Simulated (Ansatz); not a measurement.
**Ruthenium, hcp under r²SCAN: testing the Fermi-Dirac smearing**

A convergence test of the Fermi-Dirac smearing width. The geometry was relaxed under r²SCAN beforehand and stays fixed; 6 values are run, from 0.01 to 1.0 eV. Wanted are the values from which on the energy stays within 10 and 1 meV/atom, and the pressure within 0.5 GPa, of the narrowest run. Within the series other settings stay, but some runs also write fields, which adds to their time. Spin polarisation is left out.

Program: Ansatz 0.2.0. Level of theory: DFT r²SCAN, plane waves with PAW, scalar-relativistic. These are calculated values, not measurements.

### 1 Starting point

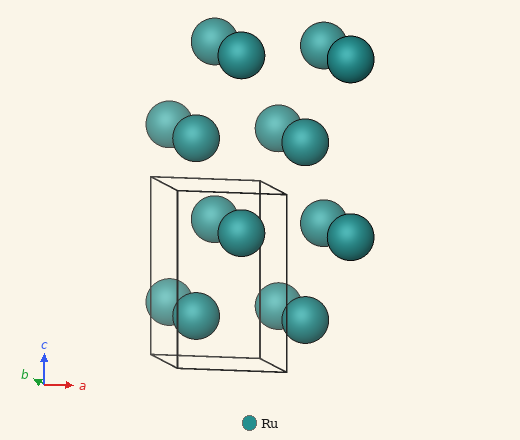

Start, viewed slightly off an axis; ruthenium teal. 2×2×2 cells are drawn. Any atoms on the faces are drawn again on the opposite ones.

Coordinates:

```
CELL_PARAMETERS angstrom
2.70595 0.00000 0.00000
-1.35297 2.34342 0.00000
0.00000 0.00000 4.25791
ATOMIC_POSITIONS crystal
Ru 0.33333 0.66667 0.25000
Ru 0.66667 0.33333 0.75000
```

### 2 Run at 0.01 eV

The run at 0.01 eV.

File input.yaml:

```yaml
crystal:
  lattice:
    - [2.7059477279, 0.0, 0.0]
    - [-1.3529738639, 2.3434194737, 0.0]
    - [0.0, 0.0, 4.2579056513]
  atoms:
    - { symbol: Ru, position: [0.3333333333, 0.6666666667, 0.25] }
    - { symbol: Ru, position: [0.6666666667, 0.3333333333, 0.75] }
hamiltonian:
  xc: r2scan
  pseudopotentials:
    kind: paw
    azcp:
      Ru: "pseudopotentials/Ru.paw.azcp"
basis:
  ecutwfc: 500
  fft_grid_basis: typed
kpoints:
  mp_grid: { grid: [13, 13, 8], shift: [0, 0, 0] }
magnetization:
  spin_polarized: false
scf:
  occupations: { method: fermi_dirac, width: 0.01 }
  lower_state_search: "off"
output:
  stress: true
```

Run with:

```console
ansatz run input.yaml --threads 2 --pin off --max-ram 5120MiB --backend cpu --events-out ev --progress --plain --runs-dir out
```

Standard output, shortened:

```text
Warning: RAYON_NUM_THREADS=2 ignored (pool sized by the plan → 2); use --threads N
[...]
Pseudopotentials: kind: paw
Pseudopotential: Ru, paw, valence charge 16, recommended cutoff 500 eV (meta_gga), <dir>
Functional definition: r2SCAN
[...]
Crystal: 2 atoms, lattice volume = 27.000 Å³
Basis set: ecut = 500 eV, 687 PW (Γ), exchange–correlation on 80×80×128 points (64 copies of the dense FFT grid, shifted against one another)
Bands: 20, of which v1, the nominal top of the filled ones, is band 16 counted from 1 (15 counted from 0)
Symmetry: 24 space group operations
Space group: P63/mmc (ITA 194), of the structure as read, at distance tolerance 3.0e-5 Å
k-points: 105 of 1352
[...]
SCF iter   1: F=-11781.406005 eV  HF=-11781.386121 eV  |F-HF|=1.99e-2  |Δ(HF+E_count)|=         —  Δρ=1.11e-2  dr2=1.02e-2  dr2_τ=1.44e-2  ethr=1.77e-3  ⟨swp⟩=5.8  Hψ=9052  notcnv=0
[...]
SCF iter   6: F=-11781.410768 eV  HF=-11781.410768 eV  |F-HF|=2.55e-9  |Δ(HF+E_count)|=   9.01e-7  Δρ=8.73e-6  dr2=1.11e-8  dr2_τ=1.32e-9  ethr=3.13e-10  ⟨swp⟩=5.0  Hψ=8297  notcnv=0
[...]
SCF converged after 6 iterations
Free energy (F): -11781.410768 eV
[...]
E sigma→0 (E₀):  -11781.410567 eV
Entropy (-TS):   -0.000401 eV (-0.201 meV/atom)
Fermi energy:    23.603203 eV
[...]
--- Stress (GPa, compression-positive) ---
       -0.063535       0.000000      -0.000000
        0.000000      -0.063535      -0.000000
       -0.000000      -0.000000      -0.530788
  P = ⅓ Tr σ = -0.2193 GPa (-2.193 kbar)
```

Wall time 1.4 s (2 threads of Intel Xeon 6975P-C (Granite Rapids), shared host); peak memory 0.42 GiB.

### 3 Run at 0.03 eV

The run at 0.03 eV.

Edit input.yaml of step 2 so:

```diff
@@ -22,3 +22,3 @@
 scf:
-  occupations: { method: fermi_dirac, width: 0.01 }
+  occupations: { method: fermi_dirac, width: 0.03 }
   lower_state_search: "off"
```

Run with:

```console
ansatz run input.yaml --threads 2 --pin off --max-ram 5120MiB --backend cpu --events-out ev --progress --plain --runs-dir out
```

Standard output, shortened:

```text
Warning: RAYON_NUM_THREADS=2 ignored (pool sized by the plan → 2); use --threads N
[...]
Pseudopotentials: kind: paw
Pseudopotential: Ru, paw, valence charge 16, recommended cutoff 500 eV (meta_gga), <dir>
Functional definition: r2SCAN
[...]
Crystal: 2 atoms, lattice volume = 27.000 Å³
Basis set: ecut = 500 eV, 687 PW (Γ), exchange–correlation on 80×80×128 points (64 copies of the dense FFT grid, shifted against one another)
Bands: 20, of which v1, the nominal top of the filled ones, is band 16 counted from 1 (15 counted from 0)
Symmetry: 24 space group operations
Space group: P63/mmc (ITA 194), of the structure as read, at distance tolerance 3.0e-5 Å
k-points: 105 of 1352
[...]
SCF iter   1: F=-11781.407578 eV  HF=-11781.387820 eV  |F-HF|=1.98e-2  |Δ(HF+E_count)|=         —  Δρ=1.11e-2  dr2=1.02e-2  dr2_τ=1.44e-2  ethr=1.77e-3  ⟨swp⟩=5.6  Hψ=9086  notcnv=0
[...]
SCF iter   6: F=-11781.412380 eV  HF=-11781.412380 eV  |F-HF|=1.64e-8  |Δ(HF+E_count)|=   9.90e-7  Δρ=1.44e-5  dr2=2.07e-8  dr2_τ=3.76e-9  ethr=3.13e-10  ⟨swp⟩=5.0  Hψ=8407  notcnv=0
[...]
SCF converged after 6 iterations
Free energy (F): -11781.412380 eV
[...]
E sigma→0 (E₀):  -11781.410421 eV
Entropy (-TS):   -0.003918 eV (-1.959 meV/atom)
Fermi energy:    23.604586 eV
[...]
--- Stress (GPa, compression-positive) ---
       -0.065159       0.000000      -0.000000
        0.000000      -0.065159      -0.000000
       -0.000000      -0.000000      -0.505679
  P = ⅓ Tr σ = -0.2120 GPa (-2.120 kbar)
```

It took 1.5 s on 2 threads of Intel Xeon 6975P-C (Granite Rapids), shared host; peak memory 0.42 GiB.

### 4 Run at 0.2 eV

The run at 0.2 eV.

Edit input.yaml of step 3 so:

```diff
@@ -22,3 +22,3 @@
 scf:
-  occupations: { method: fermi_dirac, width: 0.03 }
+  occupations: { method: fermi_dirac, width: 0.2 }
   lower_state_search: "off"
@@ -26 +26,5 @@
   stress: true
+  write_density: true
+  write_potential: true
+  elf: true
+  volumetric_format: npy
```

Run with:

```console
ansatz run input.yaml --threads 2 --pin off --max-ram 5120MiB --backend cpu --events-out ev --progress --plain --runs-dir out
```

Standard output, shortened:

```text
Warning: RAYON_NUM_THREADS=2 ignored (pool sized by the plan → 2); use --threads N
band count auto-derived: 21 (N_el = 32.0; filled up to band 16; 20 by the electrons, moments and atoms)
[...]
Pseudopotentials: kind: paw
Pseudopotential: Ru, paw, valence charge 16, recommended cutoff 500 eV (meta_gga), <dir>
Functional definition: r2SCAN
[...]
Crystal: 2 atoms, lattice volume = 27.000 Å³
Basis set: ecut = 500 eV, 687 PW (Γ), exchange–correlation on 80×80×128 points (64 copies of the dense FFT grid, shifted against one another)
Bands: 21, of which v1, the nominal top of the filled ones, is band 16 counted from 1 (15 counted from 0)
Symmetry: 24 space group operations
Space group: P63/mmc (ITA 194), of the structure as read, at distance tolerance 3.0e-5 Å
k-points: 105 of 1352
[...]
SCF iter   1: F=-11781.511007 eV  HF=-11781.490007 eV  |F-HF|=2.10e-2  |Δ(HF+E_count)|=         —  Δρ=1.08e-2  dr2=8.94e-3  dr2_τ=1.39e-2  ethr=1.77e-3  ⟨swp⟩=5.0  Hψ=9708  notcnv=0
[...]
SCF iter   6: F=-11781.514975 eV  HF=-11781.514975 eV  |F-HF|=2.38e-8  |Δ(HF+E_count)|=   1.94e-6  Δρ=1.10e-5  dr2=1.23e-8  dr2_τ=1.44e-9  ethr=3.13e-10  ⟨swp⟩=10.6  Hψ=17052  notcnv=0
[...]
SCF converged after 6 iterations
Free energy (F): -11781.514975 eV
[...]
E sigma→0 (E₀):  -11781.406006 eV
Entropy (-TS):   -0.217938 eV (-108.969 meV/atom)
Fermi energy:    23.579983 eV
[...]
--- Stress (GPa, compression-positive) ---
        0.454182       0.000000      -0.000000
        0.000000       0.454182      -0.000000
       -0.000000      -0.000000       1.393416
  P = ⅓ Tr σ = 0.7673 GPa (7.673 kbar)
--- Band table (eV; the first three rows and the last of 105) ---
  k-point 0: bands = ["-51.7853", "-51.5513", "-21.5407", "-20.5203", "-20.5203", "-20.3296", "-20.3296", "-20.2752", "15.1987", "17.0317", "20.8335", "20.8335", "21.0776", "21.5546", "21.5546", "22.0407", "22.0407", "24.8007", "24.8007", "24.9841", "34.5440"]
[...]
```

Run time: 2 s. Hardware: 2 threads of Intel Xeon 6975P-C (Granite Rapids), shared host; peak memory 0.43 GiB.

### 5 Run at 0.3 eV

The run at 0.3 eV.

Edit input.yaml of step 4 so:

```diff
@@ -22,3 +22,3 @@
 scf:
-  occupations: { method: fermi_dirac, width: 0.2 }
+  occupations: { method: fermi_dirac, width: 0.3 }
   lower_state_search: "off"
@@ -26,5 +26 @@
   stress: true
-  write_density: true
-  write_potential: true
-  elf: true
-  volumetric_format: npy
```

Run with:

```console
ansatz run input.yaml --threads 2 --pin off --max-ram 5120MiB --backend cpu --events-out ev --progress --plain --runs-dir out
```

Standard output, shortened:

```text
Warning: RAYON_NUM_THREADS=2 ignored (pool sized by the plan → 2); use --threads N
band count auto-derived: 21 (N_el = 32.0; filled up to band 16; 20 by the electrons, moments and atoms)
[...]
Pseudopotentials: kind: paw
Pseudopotential: Ru, paw, valence charge 16, recommended cutoff 500 eV (meta_gga), <dir>
Functional definition: r2SCAN
[...]
Crystal: 2 atoms, lattice volume = 27.000 Å³
Basis set: ecut = 500 eV, 687 PW (Γ), exchange–correlation on 80×80×128 points (64 copies of the dense FFT grid, shifted against one another)
Bands: 21, of which v1, the nominal top of the filled ones, is band 16 counted from 1 (15 counted from 0)
Symmetry: 24 space group operations
Space group: P63/mmc (ITA 194), of the structure as read, at distance tolerance 3.0e-5 Å
k-points: 105 of 1352
[...]
SCF iter   1: F=-11781.653193 eV  HF=-11781.630864 eV  |F-HF|=2.23e-2  |Δ(HF+E_count)|=         —  Δρ=1.05e-2  dr2=7.57e-3  dr2_τ=1.35e-2  ethr=1.77e-3  ⟨swp⟩=4.9  Hψ=9171  notcnv=0
[...]
SCF iter   6: F=-11781.656343 eV  HF=-11781.656343 eV  |F-HF|=9.67e-8  |Δ(HF+E_count)|=   6.71e-6  Δρ=1.81e-5  dr2=5.66e-8  dr2_τ=4.81e-9  ethr=3.13e-10  ⟨swp⟩=3.1  Hψ=10138  notcnv=0
[...]
SCF converged after 6 iterations
Free energy (F): -11781.656343 eV
[...]
E sigma→0 (E₀):  -11781.393359 eV
Entropy (-TS):   -0.525968 eV (-262.984 meV/atom)
Fermi energy:    23.579770 eV
[...]
--- Stress (GPa, compression-positive) ---
        1.649333       0.000000      -0.000000
        0.000000       1.649333      -0.000000
       -0.000000      -0.000000       3.432453
  P = ⅓ Tr σ = 2.2437 GPa (22.437 kbar)
```

It took 1.6 s on 2 threads of Intel Xeon 6975P-C (Granite Rapids), shared host; peak memory 0.42 GiB.

### 6 Run at 0.6 eV

The run at 0.6 eV.

Edit input.yaml of step 5 so:

```diff
@@ -22,3 +22,3 @@
 scf:
-  occupations: { method: fermi_dirac, width: 0.3 }
+  occupations: { method: fermi_dirac, width: 0.6 }
   lower_state_search: "off"
```

Run with:

```console
ansatz run input.yaml --threads 2 --pin off --max-ram 5120MiB --backend cpu --events-out ev --progress --plain --runs-dir out
```

Standard output, shortened:

```text
Warning: RAYON_NUM_THREADS=2 ignored (pool sized by the plan → 2); use --threads N
band count auto-derived: 23 (N_el = 32.0; filled up to band 16; 20 by the electrons, moments and atoms)
[...]
Pseudopotentials: kind: paw
Pseudopotential: Ru, paw, valence charge 16, recommended cutoff 500 eV (meta_gga), <dir>
Functional definition: r2SCAN
[...]
Crystal: 2 atoms, lattice volume = 27.000 Å³
Basis set: ecut = 500 eV, 687 PW (Γ), exchange–correlation on 80×80×128 points (64 copies of the dense FFT grid, shifted against one another)
Bands: 23, of which v1, the nominal top of the filled ones, is band 16 counted from 1 (15 counted from 0)
Symmetry: 24 space group operations
Space group: P63/mmc (ITA 194), of the structure as read, at distance tolerance 3.0e-5 Å
k-points: 105 of 1352
[...]
SCF iter   1: F=-11782.513823 eV  HF=-11782.491262 eV  |F-HF|=2.26e-2  |Δ(HF+E_count)|=         —  Δρ=1.07e-2  dr2=9.73e-3  dr2_τ=1.17e-2  ethr=1.77e-3  ⟨swp⟩=4.9  Hψ=10192  notcnv=0
[...]
SCF iter   6: F=-11782.515919 eV  HF=-11782.515919 eV  |F-HF|=1.22e-8  |Δ(HF+E_count)|=   9.56e-6  Δρ=1.27e-5  dr2=2.13e-8  dr2_τ=4.21e-9  ethr=3.13e-10  ⟨swp⟩=3.4  Hψ=10201  notcnv=0
[...]
SCF converged after 6 iterations
Free energy (F): -11782.515919 eV
[...]
E sigma→0 (E₀):  -11781.321875 eV
Entropy (-TS):   -2.388087 eV (-1194.044 meV/atom)
Fermi energy:    23.626469 eV
[...]
--- Stress (GPa, compression-positive) ---
        9.620495       0.000000      -0.000000
        0.000000       9.620495      -0.000000
       -0.000000      -0.000000      13.855624
  P = ⅓ Tr σ = 11.0322 GPa (110.322 kbar)
```

Wall time 1.7 s (2 threads of Intel Xeon 6975P-C (Granite Rapids), shared host); peak memory 0.42 GiB.

### 7 Run at 1.0 eV

The run at 1.0 eV.

Edit input.yaml of step 6 so:

```diff
@@ -22,3 +22,3 @@
 scf:
-  occupations: { method: fermi_dirac, width: 0.6 }
+  occupations: { method: fermi_dirac, width: 1.0 }
   lower_state_search: "off"
@@ -26 +26,5 @@
   stress: true
+  write_density: true
+  write_potential: true
+  elf: true
+  volumetric_format: npy
```

Run with:

```console
ansatz run input.yaml --threads 2 --pin off --max-ram 5120MiB --backend cpu --events-out ev --progress --plain --runs-dir out
```

Standard output, shortened:

```text
Warning: RAYON_NUM_THREADS=2 ignored (pool sized by the plan → 2); use --threads N
band count auto-derived: 26 (N_el = 32.0; filled up to band 16; 20 by the electrons, moments and atoms)
[...]
Pseudopotentials: kind: paw
Pseudopotential: Ru, paw, valence charge 16, recommended cutoff 500 eV (meta_gga), <dir>
Functional definition: r2SCAN
[...]
Crystal: 2 atoms, lattice volume = 27.000 Å³
Basis set: ecut = 500 eV, 687 PW (Γ), exchange–correlation on 80×80×128 points (64 copies of the dense FFT grid, shifted against one another)
Bands: 26, of which v1, the nominal top of the filled ones, is band 16 counted from 1 (15 counted from 0)
Symmetry: 24 space group operations
Space group: P63/mmc (ITA 194), of the structure as read, at distance tolerance 3.0e-5 Å
k-points: 105 of 1352
[...]
SCF iter   1: F=-11784.625682 eV  HF=-11784.625409 eV  |F-HF|=2.73e-4  |Δ(HF+E_count)|=         —  Δρ=1.61e-2  dr2=4.89e-2  dr2_τ=1.16e-2  ethr=1.77e-3  ⟨swp⟩=5.0  Hψ=12025  notcnv=0
[...]
SCF iter   6: F=-11784.640405 eV  HF=-11784.640405 eV  |F-HF|=3.01e-9  |Δ(HF+E_count)|=   8.28e-9  Δρ=4.54e-6  dr2=1.93e-9  dr2_τ=8.67e-10  ethr=3.13e-10  ⟨swp⟩=8.2  Hψ=17429  notcnv=0
[...]
SCF converged after 6 iterations
Free energy (F): -11784.640405 eV
[...]
E sigma→0 (E₀):  -11781.377398 eV
Entropy (-TS):   -6.526013 eV (-3263.006 meV/atom)
Fermi energy:    23.795401 eV
[...]
--- Stress (GPa, compression-positive) ---
       25.819654      -0.000000      -0.000000
        0.000000      25.819654      -0.000000
       -0.000000      -0.000000      33.326428
  P = ⅓ Tr σ = 28.3219 GPa (283.219 kbar)
--- Band table (eV; the first three rows and the last of 105) ---
  k-point 0: bands = ["-51.4983", "-51.2626", "-21.2898", "-20.2667", "-20.2667", "-20.0750", "-20.0750", "-20.0128", "15.2453", "17.1285", "20.9740", "20.9740", "21.2296", "21.7080", "21.7080", "22.2084", "22.2084", "24.9747", "24.9747", "25.0247", "34.6600", "38.9259", "41.6066", [...]
[...]
```

It took 2.3 s on 2 threads of Intel Xeon 6975P-C (Granite Rapids), shared host; peak memory 0.44 GiB.

### 8 All values side by side

Energies count from the run at 0.01 eV.

```csv
smearing (eV),F (meV/atom),E(σ → 0) (meV/atom),P (GPa),SCF cycles,CPU time
0.01,0.00,0.00,-0.22,6,2.7 s
0.03,-0.81,0.07,-0.21,6,2.7 s
0.2,-52.10,2.28,0.77,6,3.7 s
0.3,-122.79,8.60,2.24,6,2.9 s
0.6,-552.58,44.35,11.03,6,3.1 s
1.0,-1614.82,16.58,28.32,6,4.3 s
```

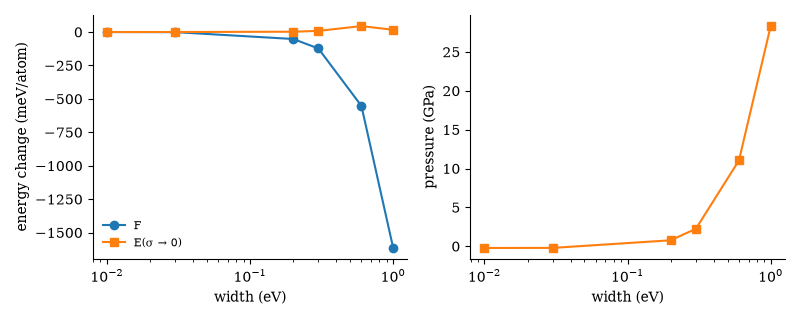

Energy and pressure against the Fermi-Dirac smearing width.

### 9 Results

| quantity | value |
| --- | --- |
| E(σ → 0) stays within 10 meV/atom of 0.01 eV | up to 0.3 eV |
| E(σ → 0) stays within 1 meV/atom | up to 0.03 eV |
| pressure stays within 0.5 GPa | up to 0.03 eV |
| pressure at 0.01 eV | -0.22 GPa |
| energy of a separate run on a finer mesh (22×22×12) | -1.4 meV/atom from 0.01 eV |

What this shows: The far end, 1.0 eV, lies +16.6 meV/atom and +28.5 GPa from the yardstick. The free energy F moves by -1614.8 meV/atom over the range, and the estimate for σ → 0 by +16.6. In theory F falls as the square of the width under this scheme, but here the ratio is not steady: the mesh at narrow widths, or a density of states that varies over the wide ones, can both cause that. The mesh (13×13×8) is fixed, so the narrowest widths carry a k-point error of their own. The yardstick itself is unsettled by 1.4 meV/atom against the finer mesh, so the thresholds above hold only within this series, and wider smearing, which averages over more states, can land nearer the fine-mesh value than the narrowest does.
